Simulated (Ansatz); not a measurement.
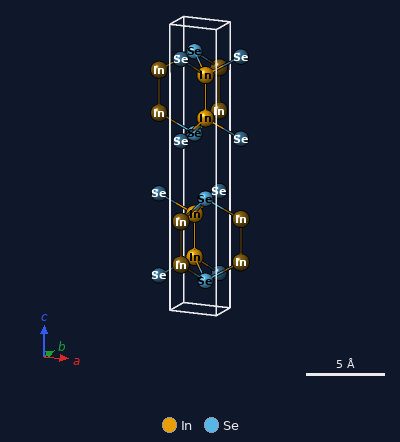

*The structure (ball-and-stick view of the cell of the calculation, seen slightly off an axis; neighbours outside the cell are drawn fainter). An atom can appear more than once, as a periodic image.*

**InSe: band-structure calculation**

The run: band-structure calculation of InSe (8 atoms in the cell). Method and program: DFT PBE, scalar-relativistic, plane waves, PAW, no spin polarisation (Ansatz 0.2.0).

The structure was made by a generator, so it may or may not be a known phase.

The input:
```yaml
crystal:
  lattice:
    - [4.086276634, 0.0, 0.0]
    - [-2.043138317, 3.538819372, 0.0]
    - [0.0, 0.0, 18.7098134137]
  atoms:
    - { symbol: In, position: [0.3333333333, 0.6666666667, 0.174545433] }
    - { symbol: In, position: [0.6666666667, 0.3333333333, 0.674545433] }
    - { symbol: In, position: [0.3333333333, 0.6666666667, 0.325454567] }
    - { symbol: In, position: [0.6666666667, 0.3333333333, 0.825454567] }
    - { symbol: Se, position: [0.3333333333, 0.6666666667, 0.6065304898] }
    - { symbol: Se, position: [0.6666666667, 0.3333333333, 0.1065304898] }
    - { symbol: Se, position: [0.3333333333, 0.6666666667, 0.8934695102] }
    - { symbol: Se, position: [0.6666666667, 0.3333333333, 0.3934695102] }
basis:
  ecutwfc: 420
kpoints:
  mp_grid: { grid: [12, 12, 2] }
  band_path:
    path:
      - [[0.0, 0.0, 0.0], [0.5, 0.0, 0.0], [0.33333333, 0.33333333, 0.0], [0.0, 0.0, 0.0], [0.0, 0.0, 0.5], [0.5, 0.0, 0.5], [0.33333333, 0.33333333, 0.5], [0.0, 0.0, 0.5]]
      - [[0.5, 0.0, 0.5], [0.5, 0.0, 0.0]]
      - [[0.33333333, 0.33333333, 0.5], [0.33333333, 0.33333333, 0.0]]
    npoints: 14
hamiltonian:
  xc: pbe
scf:
  occupations: { method: gaussian, width: 0.02 }
  n_extra_bands: 20
output:
  forces: true
  stress: true
  eigenvalues: true
  populations: true
  dos: { projected: true, de: 0.02, nscf_kmesh: { grid: [18, 18, 3] } }
  bader: true
  write_density: true
  write_potential: true
  elf: true
  volumetric_format: npy
```

Run on 1 thread of Intel Xeon @ 2.90GHz (Ice Lake), 16 GiB of memory available, shared host.

Launch command:
```bash
ansatz run input.yaml --threads 1 --pin off --max-ram 2560MiB --backend cpu --events-out ev --progress --plain --runs-dir out
```

Output:
```
scf.n_extra_bands = 20 over 58 filled bands (N_el = 116.0): the run solves 78 bands
Engine: ansatz 0.2.0, x86_64-unknown-linux-gnu
Pseudopotentials: kind: paw
Pseudopotential: In, paw, valence charge 13, recommended cutoff 420 eV (normal), In.paw.azcp
Pseudopotential: Se, paw, valence charge 16, recommended cutoff 420 eV (normal), Se.paw.azcp
Functional definition: PBE
  parameter kappa = 0.804
  parameter beta = 0.06672455060314922
  exchange = pbe_x(kappa = kappa, mu = beta*pi^2/3)
  correlation = pbe_c(beta = beta)
Crystal: 8 atoms, lattice volume = 270.555 Å³
Basis set: ecut = 420 eV, 5223 PW (Γ), exchange–correlation on 60×60×256 points (8 copies of the dense FFT grid, shifted against one another)
Bands: 78, of which v1, the nominal top of the filled ones, is band 58 counted from 1 (57 counted from 0)
Symmetry: 24 space group operations
Space group: P63/mmc (ITA 194), of the structure as read, at distance tolerance 6.5e-5 Å
k-points: 38 of 288
Non-local potential: In, projectors of the file, l = 0: 2, l = 1: 2, l = 2: 2, l = 3: 2
Non-local potential: Se, projectors of the file, l = 0: 2, l = 1: 2, l = 2: 3, l = 3: 1
PAW form: soft (Blöchl's): semilocal exchange-correlation on the pseudo side does not see the compensation charge
PAW one-centre angular grid: In, 590 points (default); XC on 64 Gauss nodes
PAW one-centre angular grid: Se, 590 points (default); XC on 64 Gauss nodes
Initial density: superposition of atomic densities (neutral atoms: chi_scale 0, normalization atom), corrected by the library's trained network
Initial wavefunctions: pseudopotential atomic-orbital guess
Functional: x = pbe(κ = 0.804, μ = 0.2195149727645171), c = pbe(β = 0.06672455060314922)
SCF iter   1: F=—  HF=-44271.908700 eV  |F-HF|=—  |Δ(HF+E_count)|=         —  Δρ=1.74e-3  dr2=1.11e-2  ethr=1.77e-3  ⟨swp⟩=6.1  Hψ=11608  notcnv=0  defer=182
preconditioner: auto → Resta (q_TF=auto, 2.369 Å⁻¹)  ε∞=2.7  [insulator: Δε(μ)=0.793 eV  Ē_g=15.234 eV  σ=0.020 eV  W_gap=1.00  n_scr=68 (ndim 8)  ℏωp=19.7 eV  f_vac=0.192  D(μ)=0.00/eV (n_scr^D=0)  ε∞_Penn≈2.7]
SCF iter   2: F=—  HF=-44271.902770 eV  |F-HF|=—  |Δ(HF+E_count)|=   5.93e-3  Δρ=8.75e-4  dr2=2.66e-3  ethr=9.58e-6  ⟨swp⟩=2.0  Hψ=5027  notcnv=0  defer=594
SCF iter   3: F=—  HF=-44271.902742 eV  |F-HF|=—  |Δ(HF+E_count)|=   2.74e-5  Δρ=3.88e-4  dr2=5.41e-4  ethr=2.29e-6  ⟨swp⟩=2.4  Hψ=3772  notcnv=0  defer=594
SCF iter   4: F=—  HF=-44271.902933 eV  |F-HF|=—  |Δ(HF+E_count)|=   1.91e-4  Δρ=1.21e-4  dr2=3.25e-5  ethr=4.67e-7  ⟨swp⟩=2.0  Hψ=3054  notcnv=0  defer=594
SCF iter   5: F=—  HF=-44271.903073 eV  |F-HF|=—  |Δ(HF+E_count)|=   1.40e-4  Δρ=3.39e-5  dr2=7.67e-6  ethr=2.80e-8  ⟨swp⟩=2.0  Hψ=3814  notcnv=0  defer=594
SCF iter   6: F=—  HF=-44271.903079 eV  |F-HF|=—  |Δ(HF+E_count)|=   5.84e-6  Δρ=1.04e-5  dr2=3.57e-7  ethr=6.61e-9  ⟨swp⟩=2.0  Hψ=3010  notcnv=0  defer=594
SCF iter   7: F=-44271.903080 eV  HF=-44271.903080 eV  |F-HF|=2.32e-8  |Δ(HF+E_count)|=   5.16e-7  Δρ=2.50e-6  dr2=1.44e-8  ethr=8.62e-11  ⟨swp⟩=16.0  Hψ=23682  notcnv=0
SCF 1 converged in 7 iterations: F = -44271.903080 eV  dr2 = 1.44e-8
  greatest PAW one-centre occupation: 1.000 electrons in one spin orbital (limit 2), on the Se atom at site 6 (counted from 0), in its partial waves of l = 2
NSCF: frozen V_eff on 129 k-points
NSCF: frozen V_eff on 74 k-points
SCF converged after 7 iterations
Free energy (F): -44271.903080 eV
Harris-Foulkes:  -44271.903080 eV  (|F-HF|=2.32e-8)
Internal energy: -44271.903080 eV  (E = F + TS)
E sigma→0 (E₀):  -44271.903080 eV
Fermi energy:    5.605720 eV
--- Per-component energies (eV) ---
  E_band       = -2013.171855
  E_kinetic    = 1441.192297
  E_local      = -17612.396436  (includes V_loc(G=0)·N_el)
  E_nonlocal   = -914.022533
  E_hartree    = 8098.515121
  E_xc         = -1275.342949
  E_vxc        = -786.069843  (∫ρ·V_xc dr)
  E_paw        = -24265.641217  (= ΣΔE_a)
  E_vpaw       = -338.911224  (= ΣTr[D̂ρ^β])
  E_aug_tail   = -0.002320  (compensation charges beyond the density's cutoff)
  E_ewald      = -9744.205043
  E_smearing   = -0.000000  (= −TS)
  E_closure    = -0.000000  (closes the sum)
  Σ components = -44271.903080   (vs F -44271.903080, Δ=0.00e0)
--- Forces (eV/Å), atoms counted from 1 ---
  atom   1  In     0.00000000     0.00000000    -0.00449599
  atom   2  In    -0.00000000    -0.00000000    -0.00449599
  atom   3  In     0.00000000     0.00000000     0.00449599
  atom   4  In     0.00000000    -0.00000000     0.00449599
  atom   5  Se    -0.00000000     0.00000000    -0.00712767
  atom   6  Se     0.00000000    -0.00000000    -0.00712767
  atom   7  Se     0.00000000     0.00000000     0.00712767
  atom   8  Se     0.00000000    -0.00000000     0.00712767
  max |Σ_I F_I| component: 4.63e-18 eV/Å
--- Stress (GPa, compression-positive) ---
        0.026339       0.000000      -0.000000
       -0.000000       0.026339       0.000000
       -0.000000       0.000000       0.046561
  P = ⅓ Tr σ = 0.0331 GPa (0.331 kbar)
--- Band table (eV; the first three rows and the last of 38) ---
  k-point 0: bands = ["-41.8163", "-41.8163", "-41.8163", "-41.8163", "-41.8163", "-41.8163", "-41.8163", "-41.8163", "-41.7822", "-41.7822", "-41.7822", "-41.7822", "-41.7822", "-41.7822", "-41.7822", "-41.7822", "-41.7698", "-41.7698", "-41.7698", "-41.7698", "-9.1574", "-9.1574", "-8.9850", "-8.9850", "-8.9849", "-8.9849", "-8.9091", "-8.9091", "-8.9091", "-8.9091", "-8.9013", "-8.9013", "-8.9013", "-8.9013", "-8.7379", "-8.7379", "-8.7379", "-8.7379", "-8.7049", "-8.7043", "-7.6048", "-7.5601", "-7.4853", "-7.4384", "-0.4181", "-0.3251", "1.7266", "2.0289", "4.2767", "4.2767", "4.3085", "4.3085", "4.3489", "4.3489", "4.3816", "4.3816", "4.4781", "5.2077", "6.0037", "6.6587", "7.5011", "7.5388", "9.7467", "9.7467", "9.7763", "9.7763", "10.9804", "10.9804", "11.0423", "11.0423", "11.0460", "11.1145", "11.8863", "12.4130", "13.2632", "13.5781", "14.2847", "14.2847"]
  k-point 1: bands = ["-41.8163", "-41.8163", "-41.8163", "-41.8163", "-41.8163", "-41.8163", "-41.8163", "-41.8163", "-41.7822", "-41.7822", "-41.7822", "-41.7822", "-41.7822", "-41.7822", "-41.7822", "-41.7822", "-41.7698", "-41.7698", "-41.7698", "-41.7698", "-9.1574", "-9.1574", "-8.9850", "-8.9850", "-8.9850", "-8.9850", "-8.9091", "-8.9091", "-8.9091", "-8.9091", "-8.9013", "-8.9013", "-8.9013", "-8.9013", "-8.7379", "-8.7379", "-8.7379", "-8.7379", "-8.7046", "-8.7046", "-7.5866", "-7.5866", "-7.4577", "-7.4577", "-0.3734", "-0.3734", "1.8718", "1.8718", "4.2892", "4.2892", "4.2892", "4.2892", "4.3687", "4.3687", "4.3687", "4.3687", "4.7869", "4.7869", "6.3896", "6.3896", "7.5244", "7.5244", "9.7612", "9.7612", "9.7612", "9.7612", "11.0116", "11.0116", "11.0116", "11.0116", "11.0731", "11.0731", "12.1235", "12.1235", "13.4615", "13.4615", "14.3857", "14.3857"]
  k-point 2: bands = ["-41.8163", "-41.8163", "-41.8163", "-41.8163", "-41.8163", "-41.8163", "-41.8163", "-41.8163", "-41.7822", "-41.7822", "-41.7822", "-41.7822", "-41.7822", "-41.7822", "-41.7822", "-41.7822", "-41.7698", "-41.7698", "-41.7698", "-41.7698", "-9.1570", "-9.1570", "-9.0052", "-9.0048", "-8.9840", "-8.9839", "-8.9324", "-8.9320", "-8.9049", "-8.9048", "-8.9029", "-8.9029", "-8.8984", "-8.8984", "-8.7548", "-8.7545", "-8.7384", "-8.7384", "-8.6818", "-8.6817", "-7.5407", "-7.4970", "-7.4247", "-7.3788", "-0.3842", "-0.2989", "1.7214", "1.9715", "3.8435", "3.9247", "3.9337", "4.0568", "4.1932", "4.2285", "4.2747", "4.3114", "4.6169", "5.1972", "6.4342", "6.9493", "7.8613", "7.8992", "9.3508", "9.4403", "9.8211", "9.8449", "10.6186", "10.7685", "11.1169", "11.1267", "11.1855", "11.2765", "11.9449", "12.3925", "13.5350", "13.6692", "13.7417", "14.1575"]
  k-point 37: bands = ["-41.8162", "-41.8162", "-41.8162", "-41.8162", "-41.8162", "-41.8162", "-41.8162", "-41.8162", "-41.7822", "-41.7822", "-41.7822", "-41.7822", "-41.7822", "-41.7822", "-41.7822", "-41.7822", "-41.7697", "-41.7697", "-41.7697", "-41.7697", "-9.2516", "-9.2516", "-9.1642", "-9.1642", "-9.1022", "-9.1022", "-9.0009", "-9.0009", "-8.9009", "-8.9009", "-8.8676", "-8.8676", "-8.8573", "-8.8573", "-8.7679", "-8.7679", "-8.7679", "-8.7679", "-8.5822", "-8.5822", "-6.4250", "-6.4250", "-6.3695", "-6.3695", "-0.4942", "-0.4942", "0.2994", "0.2994", "1.8448", "1.8448", "2.1518", "2.1518", "3.1607", "3.1607", "3.5585", "3.5585", "3.8644", "3.8644", "7.4810", "7.4810", "7.8276", "7.8276", "8.9188", "8.9188", "9.9394", "9.9394", "11.0348", "11.0348", "11.9847", "11.9847", "12.3530", "12.3530", "12.7197", "12.7197", "13.4428", "13.4428", "13.7994", "13.7994"]
--- Löwdin populations: 8 sites ---
  site symbol       q [e]
     0     In     12.7528
     1     In     12.7528
     2     In     12.7528
     3     In     12.7528
     4     Se     16.1923
     5     Se     16.1923
     6     Se     16.1923
     7     Se     16.1923
  spilling = 0.001893 (of n_electrons = 116.000000)
--- Bader charges: 8 sites ---
  site symbol  charge [e]  shift [e]
     0     In      0.6972     0.0016
     1     In      0.6972     0.0016
     2     In      0.6972     0.0016
     3     In      0.6972     0.0016
     4     Se     -0.6972     0.0016
     5     Se     -0.6972     0.0016
     6     Se     -0.6972     0.0016
     7     Se     -0.6972     0.0016
  estimated error of the sums over rays = 2.5e-4 e
```

File bader_charges.tsv:
```
# site	symbol	x_ang	y_ang	z_ang	partial_charge_e	electrons	volume_ang3	relative_density_drop	shared_charge_e	partial_wave_shift_e
# quadrature_error_electrons = 2.5e-4
0	In	0.0000	2.3592	3.2657	0.69722	48.30278	26.15	-	0.69722	0.00157
1	In	2.0431	1.1796	12.6206	0.69720	48.30280	26.15	-	0.69720	0.00157
2	In	0.0000	2.3592	6.0892	0.69721	48.30279	26.15	-	0.69721	0.00157
3	In	2.0431	1.1796	15.4441	0.69720	48.30280	26.15	-	0.69720	0.00157
4	Se	0.0000	2.3592	11.3481	-0.69720	34.69720	39.51	-	-0.69720	0.00157
5	Se	2.0431	1.1796	1.9932	-0.69722	34.69722	39.51	-	-0.69722	0.00157
6	Se	0.0000	2.3592	16.7166	-0.69720	34.69720	39.51	-	-0.69720	0.00157
7	Se	2.0431	1.1796	7.3617	-0.69721	34.69721	39.50	-	-0.69721	0.00157
```

File populations.tsv:
```
# site	symbol	l	j	q
# orbitals = lowdin
# n_electrons = 116.000000
# spilling = 0.001893
0	In	0_5S	-	1.155622
0	In	1_5P	-	1.609625
0	In	2_4D	-	9.987582
1	In	0_5S	-	1.155622
1	In	1_5P	-	1.609625
1	In	2_4D	-	9.987582
2	In	0_5S	-	1.155622
2	In	1_5P	-	1.609625
2	In	2_4D	-	9.987582
3	In	0_5S	-	1.155622
3	In	1_5P	-	1.609625
3	In	2_4D	-	9.987582
4	Se	0_4S	-	1.758645
4	Se	1_4P	-	4.433923
4	Se	2_3D	-	9.999700
5	Se	0_4S	-	1.758645
5	Se	1_4P	-	4.433923
5	Se	2_3D	-	9.999700
6	Se	0_4S	-	1.758645
6	Se	1_4P	-	4.433923
6	Se	2_3D	-	9.999700
7	Se	0_4S	-	1.758645
7	Se	1_4P	-	4.433923
7	Se	2_3D	-	9.999700
```

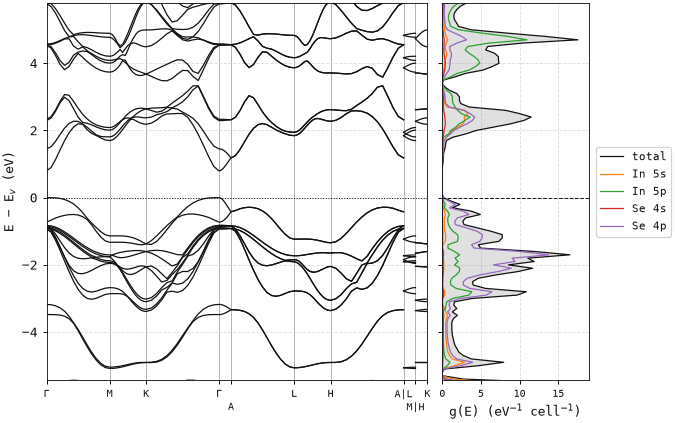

*Band structure along Γ–M–K–Γ–A–L–H–A|L–M|H–K and density of states (projected on Löwdin-orthogonalised atomic shells), with energies from the valence-band top.*

There is a gap of 0.80 eV on this path, direct, at Γ.

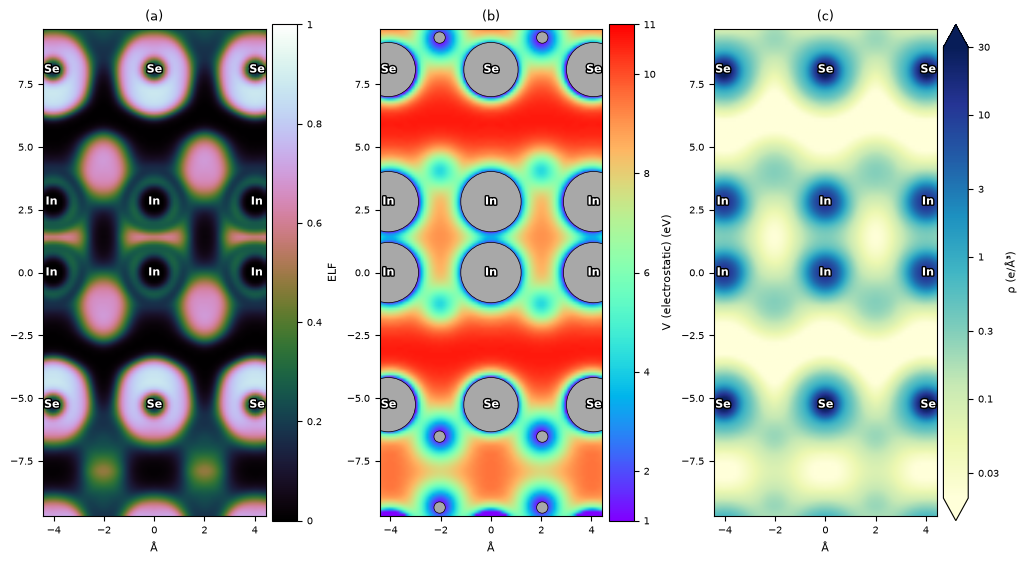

*(a) electron localisation function; (b) electrostatic potential (local pseudopotential plus Hartree) felt by an electron; (c) valence charge density (pseudo) on the (010) plane of the conventional cell. Grey discs, where drawn, cover atomic cores.*

In–In (2.82 Å): ρ at the midpoint is about 0.32 e/Å³; the ELF is about 0.55 at the midpoint. Away from the nuclei the density in this plane falls to 0.006 e/Å³ at its lowest. Outside the cores the potential energy rises away from the atoms and is highest about 2.4 Å from the nearest atoms; outside the discs it spans about 10 eV, and its zero is arbitrary. In a PAW calculation such maps are meaningful between the atoms, not at the nuclei.

Results in brief:

- outcome: converged
- space group (tolerance 0.01 Å): P6₃/mmc (194)
- electrons treated: 116
- free energy: −44271.9031 eV
- Fermi energy: 5.606 eV
- gap on the k-point mesh: 0.80 eV
- gap on the band path: 0.80 eV
- pressure: 0.03 GPa
- largest force (length of the vector): 0.007 eV/Å
- wall time: 3.6 min
- peak memory: 1.6 GiB
